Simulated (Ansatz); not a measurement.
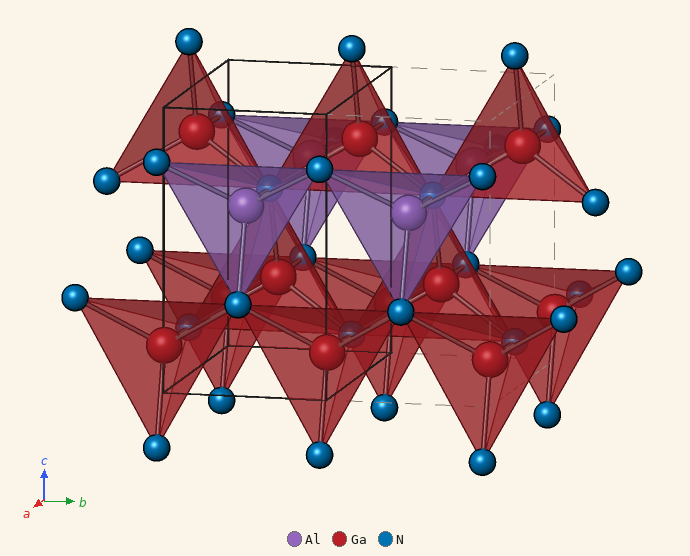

The image is a polyhedral drawing of a crystal, viewed slightly off an axis. A block of 1×2×1 cells is shown, with one conventional unit cell in solid outline. A few atoms beyond the faces are included. Cell: a = 5.142 Å, b = 3.165 Å, c = 5.478 Å, α = 90.00°, β = 90.04°, γ = 90.00°.

In words:

- The material is AlGa3N4.
- It is primitive monoclinic, space group Pm (No. 6).
- Content of the cell: 1 Al, 3 Ga, 4 N (Z = 1).
- The polyhedra are AlN4 tetrahedra and GaN4 tetrahedra; they share corners.
- The Al atoms are each bonded to four N in a tetrahedral arrangement at about 1.9 Å. About every Ga there are four N in a tetrahedral arrangement at about 1.9 Å.
- Within bonding distance, the neighbour counts come to N 4.
- The bonds build a three-dimensional framework.

The structure was taken from a structure listed in the Materials Project. A relaxation with DFT, PBEsol, plane waves, PAW (Ansatz 0.2.0) gave the geometry drawn.
